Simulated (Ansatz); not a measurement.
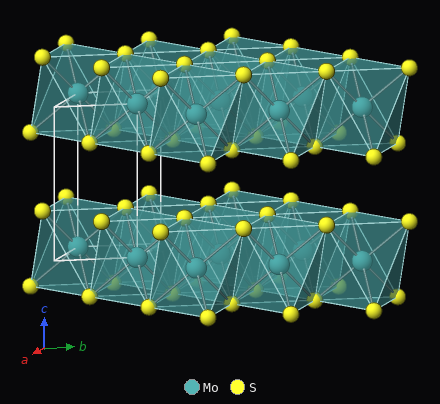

Polyhedra are drawn about Mo (bonds: Mo–S below 2.7 Å); other atoms are plain spheres.

MoS₂ (space group P-3m1, No. 164). Coordinates: the geometry relaxed with Ansatz, DFT, PBE-D3(BJ), plane waves, PAW; the starting structure was generated, so it need not be a known form of this composition.

What figure surrounds each Mo atom, and what does it share with the other drawn polyhedra?

Mo: MoS6 octahedron, sharing edges with six neighbours.

How do these polyhedra hang together as a whole?

They form layers of edge-sharing octahedra parallel to (001).
